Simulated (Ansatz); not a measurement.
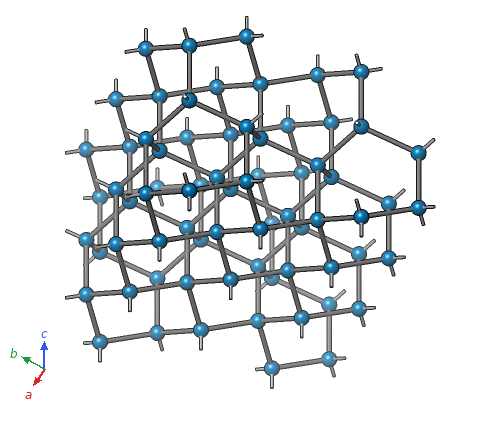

The picture shows a finite piece of the underlying net of a crystal structure, nodes on the atoms' positions. Nodes are coloured by topological kind. Short stubs are edges that leave the cut-out.

> Classify the net: periodicity, connectivity, name.

A uninodal 4-connected, three-periodic net. It is the lon net, known from lonsdaleite, wurtzite and tridymite.

> Give point symbol and coordination sequence.

6⁶, sequence 4, 12, 25, 44, 67.

Where the net comes from. CdS (space group P6_3mc, No. 186). Coordinates: the geometry relaxed with DFT, r2SCAN, plane waves, PAW in Ansatz. Bonds are taken as Cd–S below 2.9 Å. Atoms with one bond or none are removed and atoms with two bonds are replaced by edges, until no such atom is left. Cd and S are 4-connected nodes.
